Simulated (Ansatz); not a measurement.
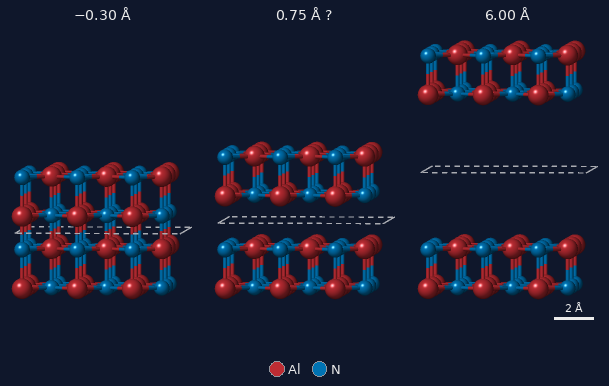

Crystalline AlN (Fm-3m): the crystal is pulled apart rigidly along the normal of the (0 0 1) plane of the conventional cell, at a cut between a plane of Al/N below and one of Al/N above, 2.02 Å apart. One cut stands in each cell, which starts 12.1 Å high; nothing is relaxed, and the dashed outline marks the cut. A ball-and-stick model of the layers on both sides of the cut, seen from the side, nearly along the cut plane.

Computed with DFT PBEsol, scalar-relativistic, plane waves, PAW (Ansatz 0.2.0). Settings: plane-wave cutoff 420 eV; k-point mesh 8 × 8 × 2; occupations gaussian; smearing width 0.05 eV; no spin polarisation. Energies (free energies at the smearing named) are counted from the relaxed crystal.

```csv
opening (Å),ΔE per area (J/m²)
−0.30,1.929
−0.15,0.351
0.00,0.000
0.25,0.453
0.50,1.180
0.75,?
1.00,2.270
1.50,2.813
2.00,3.057
3.00,3.204
4.50,3.227
6.00,3.228
```

### Estimate the missing energy from the other rows, and compare with the calculation.

A straight line between the two neighbours gives 1.725 J/m². A cubic through the four nearest rows (0.25, 0.50, 1.00, 1.50) gives, with Lagrange weights, (−0.2000)(0.453) + (0.7500)(1.180) + (0.5000)(2.270) + (−0.0500)(2.813) = 1.789 J/m². The calculation gives 1.806 J/m², so the cubic is 0.017 J/m² too low and the straight line 0.081 J/m² too low, as the curve bends downwards here.

The whole profile:

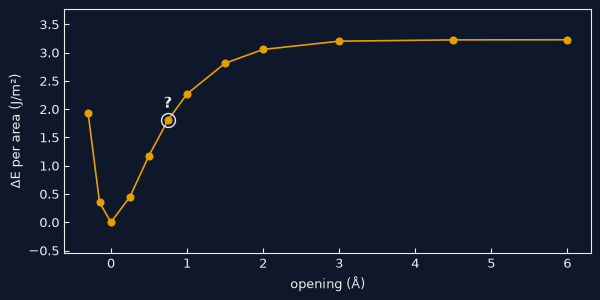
